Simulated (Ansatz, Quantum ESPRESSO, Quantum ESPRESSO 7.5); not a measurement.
# Co chain with one atom pushed 0.5 Å aside at constant bond length: ballistic transmission

Wanted: the transmission near the Fermi level and the conductance of this junction: Co chain with one atom pushed 0.5 Å aside at constant bond length.

Calculated with Quantum ESPRESSO 7.5; plane-wave DFT, LDA, GBRV ultrasoft pseudopotentials (cross-check by Ansatz 0.2.0 with PAW datasets).

### Step 1. Starting point

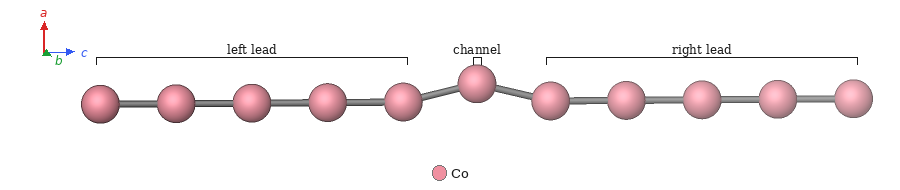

Start, viewed from the side, with the c axis across the page; cobalt pink.

The cell holds 11 atoms: 11 Co. Cell: a = 7.500 Å, b = 7.500 Å, c = 23.532 Å, α = 90.0°, β = 90.0°, γ = 90.0°. Regions: left lead, 5 atoms (5 Co); channel, 1 atom (1 Co); right lead, 5 atoms (5 Co). Vacuum lies along a and b. The structure is stacked along c, and the current runs across the ab planes.

### Step 2. Self-consistent run

One periodic cell holds a stretch of lead, the junction and more lead; the atoms stay as built.

scf.in reads:

```
&control
  prefix = 'scf'
  outdir = './out'
  pseudo_dir = './pseudo'
  calculation = 'scf'
  tprnfor = .true.
/
&system
  ibrav = 0
  nat = 11
  ntyp = 1
  ecutwfc = 34
  ecutrho = 170
  occupations = 'smearing'
  smearing = 'mv'
  degauss = 0.01
  nspin = 2
  starting_magnetization(1) = 0.33
/
&electrons
  conv_thr = 1e-07
  mixing_beta = 0.25
  electron_maxstep = 120
  mixing_mode = 'local-TF'
/
ATOMIC_SPECIES
  Co  58.9332  co_lda_v1.2.uspp.F.UPF
CELL_PARAMETERS angstrom
  7.50000000000000 0.00000000000000 0.00000000000000
  0.00000000000000 7.50000000000000 0.00000000000000
  0.00000000000000 0.00000000000000 23.53210473326530
ATOMIC_POSITIONS crystal
  Co  0.500000000000 0.500000000000 0.000000000000
  Co  0.500000000000 0.500000000000 0.091364543222
  Co  0.500000000000 0.500000000000 0.182729086443
  Co  0.500000000000 0.500000000000 0.274093629665
  Co  0.500000000000 0.500000000000 0.365458172887
  Co  0.566666667000 0.500000000000 0.454317728389
  Co  0.500000000000 0.500000000000 0.543177283891
  Co  0.500000000000 0.500000000000 0.634541827113
  Co  0.500000000000 0.500000000000 0.725906370335
  Co  0.500000000000 0.500000000000 0.817270913557
  Co  0.500000000000 0.500000000000 0.908635456778
K_POINTS automatic
  1 1 3 0 0 0
```

Started as:

```
$ OMP_NUM_THREADS=1 mpirun -n 4 pw.x -nk 1 -in scf.in > scf.out
```

The program printed:

```text
Program PWSCF v.7.5 starts
[citation notice left out]

     Parallel version (MPI & OpenMP), running on       4 processor cores
     Number of MPI processes:                 4
     Threads/MPI process:                     1

     MPI processes distributed on     1 nodes
[...]
Current dimensions of program PWSCF are:
     Max number of different atomic species (ntypx) = 10
     Max number of k-points (npk) =  40000
     Max angular momentum in pseudopotentials (lmaxx) =  4
     Message from routine setup:
     using ibrav=0 with symmetry is DISCOURAGED, use correct ibrav instead

     R & G space division:  proc/nbgrp/npool/nimage =       4
     Subspace diagonalization in iterative solution of the eigenvalue problem:
     a serial algorithm will be used

     Parallelization info
     --------------------
     sticks:   dense  smooth     PW     G-vecs:    dense   smooth      PW
     Min         677     544    138                83629    59818    7678
     Max         678     545    139                83644    59827    7687
     Sum        2709    2177    553               334533   239285   30723

     Using Slab Decomposition

     bravais-lattice index     =            0
     lattice parameter (alat)  =      14.1729  a.u.
     unit-cell volume          =    8932.6414 (a.u.)^3
     number of atoms/cell      =           11
     number of atomic types    =            1
     number of electrons       =       187.00
     number of Kohn-Sham states=          113
     kinetic-energy cutoff     =      34.0000  Ry
     charge density cutoff     =     170.0000  Ry
     scf convergence threshold =      1.0E-07
     mixing beta               =       0.2500
     number of iterations used =            8  local-TF  mixing
     Exchange-correlation= SLA  PZ   NOGX NOGC
                           (   1   1   0   0   0   0   0)

     celldm(1)=  14.172946  celldm(2)=   0.000000  celldm(3)=   0.000000
     celldm(4)=   0.000000  celldm(5)=   0.000000  celldm(6)=   0.000000

     crystal axes: (cart. coord. in units of alat)
               a(1) = (   1.000000   0.000000   0.000000 )
               a(2) = (   0.000000   1.000000   0.000000 )
               a(3) = (   0.000000   0.000000   3.137614 )

     reciprocal axes: (cart. coord. in units 2 pi/alat)
               b(1) = (  1.000000  0.000000  0.000000 )
               b(2) = (  0.000000  1.000000  0.000000 )
               b(3) = (  0.000000  0.000000  0.318714 )

     PseudoPot. # 1 for Co read from file:
     ./pseudo/co_lda_v1.2.uspp.F.UPF
     Pseudo is Ultrasoft + core correction, Zval = 17.0
     Generated by new atomic code, or converted to UPF format
     Using radial grid of  863 points,  6 beta functions with:
                l(1) =   0
                l(2) =   0
                l(3) =   1
                l(4) =   1
                l(5) =   2
                l(6) =   2
     Q(r) pseudized with  8 coefficients,  rinner =    1.200   1.200   1.200
                                                       1.200   1.200

     atomic species   valence    mass     pseudopotential
     Co               17.00    58.93320     Co( 1.00)

     Starting magnetic structure
     atomic species   magnetization
     Co              0.330

      2 Sym. Ops. (no inversion) found

   Cartesian axes

     site n.     atom                  positions (alat units)
         1        Co     tau(   1) = (   0.5000000   0.5000000   0.0000000  )
         2        Co     tau(   2) = (   0.5000000   0.5000000   0.2866667  )
         3        Co     tau(   3) = (   0.5000000   0.5000000   0.5733333  )
         4        Co     tau(   4) = (   0.5000000   0.5000000   0.8600000  )
         5        Co     tau(   5) = (   0.5000000   0.5000000   1.1466667  )
         6        Co     tau(   6) = (   0.5666667   0.5000000   1.4254736  )
         7        Co     tau(   7) = (   0.5000000   0.5000000   1.7042806  )
         8        Co     tau(   8) = (   0.5000000   0.5000000   1.9909473  )
         9        Co     tau(   9) = (   0.5000000   0.5000000   2.2776140  )
        10        Co     tau(  10) = (   0.5000000   0.5000000   2.5642806  )
        11        Co     tau(  11) = (   0.5000000   0.5000000   2.8509473  )

     number of k points=     2  Marzari-Vanderbilt smearing, width (Ry)=  0.0100
                       cart. coord. in units 2pi/alat
        k(    1) = (   0.0000000   0.0000000   0.0000000), wk =   0.3333333
        k(    2) = (   0.0000000   0.0000000   0.1062378), wk =   0.6666667

     Dense  grid:   334533 G-vectors     FFT dimensions: (  60,  60, 192)

     Smooth grid:   239285 G-vectors     FFT dimensions: (  54,  54, 180)

     Estimated max dynamical RAM per process >     444.94 MB

     Estimated total dynamical RAM >       1.74 GB

     Check: negative core charge=   -0.000014
     Generating pointlists ...
     new r_m :   0.1182 (alat units)  1.6760 (a.u.) for type    1

     Initial potential from superposition of free atoms

     starting charge     175.9999, renormalised to     187.0000

     negative rho (up, down):  7.905E-03 3.982E-03
     Starting wfcs are  143 randomized atomic wfcs

     total cpu time spent up to now is        3.9 secs

     per-process dynamical memory:   136.9 Mb

     Self-consistent Calculation

     iteration #  1     ecut=    34.00 Ry     beta= 0.25
     Davidson diagonalization with overlap
     ethr =  1.00E-02,  avg # of iterations =  9.0

     negative rho (up, down):  1.107E-01 3.890E-04

     total cpu time spent up to now is       15.7 secs

     total energy              =   -3262.74518307 Ry
     estimated scf accuracy    <     362.89117984 Ry

     total magnetization       =    13.33 Bohr mag/cell
     absolute magnetization    =    21.41 Bohr mag/cell

     iteration #  2     ecut=    34.00 Ry     beta= 0.25
[...]
negative rho (up, down):  1.956E-01 7.768E-03

[...]
total energy              =   -3273.13601972 Ry
     estimated scf accuracy    <      29.09112078 Ry

     total magnetization       =    27.50 Bohr mag/cell
     absolute magnetization    =    31.12 Bohr mag/cell

     iteration #  3     ecut=    34.00 Ry     beta= 0.25
[...]
negative rho (up, down):  1.372E-01 3.293E-03

[...]
total energy              =   -3277.11970395 Ry
     estimated scf accuracy    <       2.07405970 Ry

     total magnetization       =    17.71 Bohr mag/cell
     absolute magnetization    =    19.39 Bohr mag/cell

[...]
absolute magnetization    =    24.22 Bohr mag/cell

     iteration # 39     ecut=    34.00 Ry     beta= 0.25
[...]
negative rho (up, down):  2.023E-05 0.000E+00

[...]
total energy              =   -3278.59109764 Ry
     estimated scf accuracy    <       0.00000021 Ry

     total magnetization       =    23.80 Bohr mag/cell
     absolute magnetization    =    24.22 Bohr mag/cell

     iteration # 40     ecut=    34.00 Ry     beta= 0.25
[...]
negative rho (up, down):  1.964E-05 0.000E+00

     Magnetic moment per site  (integrated on atomic sphere of radius R)
     atom   1 (R=0.118)  charge= 14.7998  magn=  2.0305
     atom   2 (R=0.118)  charge= 14.7968  magn=  2.0291
     atom   3 (R=0.118)  charge= 14.7995  magn=  2.0306
     atom   4 (R=0.118)  charge= 14.7976  magn=  2.0266
     atom   5 (R=0.118)  charge= 14.7990  magn=  2.0204
     atom   6 (R=0.118)  charge= 14.8018  magn=  2.0038
     atom   7 (R=0.118)  charge= 14.7976  magn=  2.0202
     atom   8 (R=0.118)  charge= 14.8003  magn=  2.0267
     atom   9 (R=0.118)  charge= 14.7963  magn=  2.0304
     atom  10 (R=0.118)  charge= 14.8003  magn=  2.0294
     atom  11 (R=0.118)  charge= 14.7964  magn=  2.0303

[...]
End of self-consistent calculation

 ------ SPIN UP ------------

          k = 0.0000 0.0000 0.0000 ( 29955 PWs)   bands (ev):

   -98.0610 -98.0533 -98.0468 -98.0269 -98.0261 -97.9992 -97.9930 -97.9692
   -97.9677 -97.9551 -97.9431 -62.0403 -62.0346 -61.9356 -61.9329 -61.7725
   -61.7552 -61.7188 -61.7164 -61.7131 -61.7117 -61.7062 -61.7036 -61.6932
   -61.6920 -61.6901 -61.6802 -61.6731 -61.6679 -61.6675 -61.6580 -61.6528
   -61.6515 -61.6513 -61.6447 -61.6430 -61.6422 -61.6264 -61.6255 -61.5509
   -61.5421 -61.4071 -61.4008 -61.3480  -7.6414  -7.3326  -7.2459  -6.4367
    -6.3756  -6.2070  -6.1889  -6.1807  -6.1030  -5.9071  -5.8859  -5.8752
    -5.7618  -5.4602  -5.4413  -5.3739  -5.3480  -5.1620  -5.1570  -5.1169
    -5.1129  -5.1005  -5.0827  -5.0073  -4.9999  -4.9812  -4.9776  -4.9737
    -4.9588  -4.9392  -4.8242  -4.8181  -4.8173  -4.8133  -4.8058  -4.7996
    -4.6994  -4.6799  -4.6733  -4.6606  -4.5906  -4.5809  -4.5650  -4.5552
    -4.5263  -4.5093  -4.4811  -4.4568  -4.2725  -4.2704  -4.1455  -4.1209
    -3.8843  -3.8585  -3.8342  -3.8118  -3.6202  -3.6075  -3.5535  -3.5280
    -3.2133  -3.1891  -1.3617  -1.2798  -0.6864  -0.6754  -0.2574  -0.2572
    -0.2355

          k = 0.0000 0.0000 0.1062 ( 29902 PWs)   bands (ev):

   -98.0607 -98.0548 -98.0434 -98.0347 -98.0173 -98.0065 -97.9857 -97.9766
   -97.9619 -97.9567 -97.9430 -62.0494 -62.0132 -61.9785 -61.8821 -61.8245
   -61.7188 -61.7172 -61.7134 -61.7121 -61.7109 -61.7050 -61.6988 -61.6958
   -61.6941 -61.6848 -61.6793 -61.6778 -61.6706 -61.6631 -61.6610 -61.6569
   -61.6530 -61.6469 -61.6447 -61.6440 -61.6407 -61.6263 -61.6242 -61.5944
   -61.4934 -61.4443 -61.3735 -61.3542  -7.6091  -7.4718  -7.0388  -6.7284
    -6.2290  -6.2077  -6.1545  -6.1263  -6.0249  -6.0057  -5.9594  -5.7400
    -5.7150  -5.5932  -5.5583  -5.3145  -5.1986  -5.1735  -5.1544  -5.1462
    -5.1306  -5.1269  -5.0596  -5.0499  -5.0346  -5.0288  -4.9576  -4.9345
    -4.9269  -4.9069  -4.8971  -4.8903  -4.8035  -4.8011  -4.7432  -4.7416
    -4.6959  -4.6691  -4.6678  -4.6603  -4.6185  -4.6039  -4.5714  -4.5661
    -4.5458  -4.5406  -4.4898  -4.3878  -4.3100  -4.2463  -4.0830  -4.0189
    -3.9987  -3.9123  -3.7343  -3.6931  -3.6878  -3.6475  -3.5739  -3.5711
    -3.5396  -2.6608  -2.0234  -0.7192  -0.6317  -0.5200  -0.4748  -0.4656
     0.0631

 ------ SPIN DOWN ----------

          k = 0.0000 0.0000 0.0000 ( 29955 PWs)   bands (ev):

   -95.4929 -95.4836 -95.4834 -95.4589 -95.4583 -95.4268 -95.4246 -95.3955
   -95.3953 -95.3780 -95.3765 -59.6783 -59.6753 -59.5659 -59.5635 -59.3810
   -59.3716 -59.2236 -59.2232 -59.2203 -59.2177 -59.2154 -59.2142 -59.2040
   -59.2013 -59.1990 -59.1981 -59.1883 -59.1845 -59.1759 -59.1738 -59.1672
   -59.1624 -59.1531 -59.1527 -59.1475 -59.1423 -59.1408 -59.1379 -59.1349
   -59.1241 -58.9952 -58.9860 -58.9299  -6.4825  -6.1276  -6.0727  -5.0523
    -5.0074  -4.4493  -4.4478  -4.4216  -4.3572  -4.1847  -4.1343  -4.1119
    -4.0693  -3.9213  -3.7856  -3.7765  -3.6721  -3.6637  -3.5647  -3.5435
    -3.2928  -3.2889  -3.2187  -3.1931  -3.1569  -3.1563  -3.1061  -3.1010
    -3.0787  -3.0753  -2.9476  -2.9439  -2.9431  -2.9413  -2.8188  -2.8160
    -2.7930  -2.7790  -2.6616  -2.6579  -2.6483  -2.6442  -2.5366  -2.5324
    -2.4818  -2.4740  -2.4662  -2.4642  -2.3852  -2.3842  -2.3638  -2.3622
    -2.1652  -2.1499  -1.9073  -1.8650  -1.8566  -1.8149  -1.6070  -1.5895
    -1.4255  -1.3307  -0.9058  -0.7771  -0.4691  -0.4369   0.1204   0.1414
     0.1669

          k = 0.0000 0.0000 0.1062 ( 29902 PWs)   bands (ev):

   -95.4919 -95.4885 -95.4766 -95.4682 -95.4481 -95.4368 -95.4148 -95.4045
   -95.3876 -95.3816 -95.3750 -59.6897 -59.6506 -59.6129 -59.5076 -59.4441
   -59.3076 -59.2448 -59.2231 -59.2224 -59.2200 -59.2186 -59.2115 -59.2107
   -59.2055 -59.2014 -59.1909 -59.1893 -59.1828 -59.1782 -59.1702 -59.1668
   -59.1595 -59.1579 -59.1554 -59.1474 -59.1454 -59.1427 -59.1403 -59.1373
   -59.0842 -59.0333 -58.9583 -58.9362  -6.4430  -6.3066  -5.8133  -5.4509
    -4.5823  -4.4714  -4.4559  -4.3641  -4.3332  -4.2579  -4.2498  -4.0244
    -3.9788  -3.9584  -3.8825  -3.8478  -3.7664  -3.6543  -3.6210  -3.4374
    -3.4103  -3.3281  -3.1650  -3.1598  -3.1503  -3.1397  -3.1119  -3.0817
    -3.0628  -3.0334  -3.0112  -2.9742  -2.9522  -2.8478  -2.8465  -2.8120
    -2.8053  -2.7541  -2.7331  -2.6622  -2.6385  -2.5644  -2.5628  -2.5094
    -2.4957  -2.4398  -2.4134  -2.3868  -2.3822  -2.3608  -2.3398  -2.2643
    -2.2210  -2.1359  -2.0457  -1.9204  -1.7224  -1.6936  -1.6363  -1.6096
    -1.5261  -1.4243  -1.3718  -0.4186  -0.3675  -0.1728  -0.1321  -0.0459
     0.4735

     the Fermi energy is    -2.7437 ev

!    total energy              =   -3278.59109760 Ry
     estimated scf accuracy    <       0.00000007 Ry
     smearing contrib. (-TS)   =      -0.00084571 Ry
     internal energy E=F+TS    =   -3278.59025189 Ry

     The total energy is F=E-TS. E is the sum of the following terms:
     one-electron contribution =   -5250.21383935 Ry
     hartree contribution      =    2602.21860666 Ry
     xc contribution           =    -352.38293024 Ry
     ewald contribution        =    -278.21208896 Ry

     total magnetization       =    23.80 Bohr mag/cell
     absolute magnetization    =    24.22 Bohr mag/cell

     convergence has been achieved in  40 iterations

     negative rho (up, down):  1.964E-05 0.000E+00

     Forces acting on atoms (cartesian axes, Ry/au):

     atom    1 type  1   force =     0.00011751    0.00000000   -0.00144733
     atom    2 type  1   force =     0.00001856    0.00000000    0.00159479
     atom    3 type  1   force =    -0.00057708    0.00000000   -0.00163963
     atom    4 type  1   force =     0.00389627    0.00000000    0.00118407
     atom    5 type  1   force =    -0.00599716    0.00000000    0.00420620
     atom    6 type  1   force =     0.00508344    0.00000000   -0.00004571
     atom    7 type  1   force =    -0.00599029    0.00000000   -0.00420068
     atom    8 type  1   force =     0.00389387    0.00000000   -0.00108015
     atom    9 type  1   force =    -0.00057981    0.00000000    0.00162583
     atom   10 type  1   force =     0.00001834    0.00000000   -0.00157704
     atom   11 type  1   force =     0.00011635    0.00000000    0.00137964

     Total force =     0.013454     Total SCF correction =     0.000556

[...]
=------------------------------------------------------------------------------=
   JOB DONE.
=------------------------------------------------------------------------------=
```

Wall time 4 min (4 MPI ranks of AMD EPYC 7B13 (Zen 3), shared host); peak memory 1.9 GiB.

This step gave:

- free energy: -44607.5043 eV
- Fermi energy: -2.744 eV
- magnetization: 23.8 μB
- absolute magnetization: 24.22 μB

The program's own clock; routines nest. Time by routine:

| routine | wall time (s) | calls |
| --- | --- | --- |
| PWSCF | 237.5 | 1 |
| electrons | 232.1 | 1 |
| c_bands | 157.8 | 40 |
| cegterg | 151.6 | 160 |
| h_psi | 92.79 | 455 |
| fftw | 75.61 | 97554 |
| vloc_psi | 68.04 | 455 |
| sum_band | 43.47 | 40 |
| calbec | 17.63 | 631 |
| newd | 16.12 | 41 |
| mix_rho | 13.64 | 40 |
| h_psi:calbec | 11.83 | 455 |
| s_psi | 10.41 | 455 |
| add_vuspsi | 10.4 | 455 |

The run needed 40 iterations to bring the estimated error under 1e-07 Ry; the largest force on any atom, held or free, is 0.19 eV/Å. The cell keeps a moment of 23.8 μB.

[end of part 1 of 4]

[Logs are printed without paths, hosts, clocks, repeated set-up lines and the standing remarks that a program may print on its own settings, such as how far it seeks lower states.]

[Hosts, paths, dates, database ids (printed as entryN), source tags and the programs' standing remarks are cut or masked in the printed files.]

[Maps of the electrostatic potential energy from Ansatz leave out the sawtooth potential of an applied field or a dipole correction, so their vacuum need not be flat; planar profiles and work functions include it.]
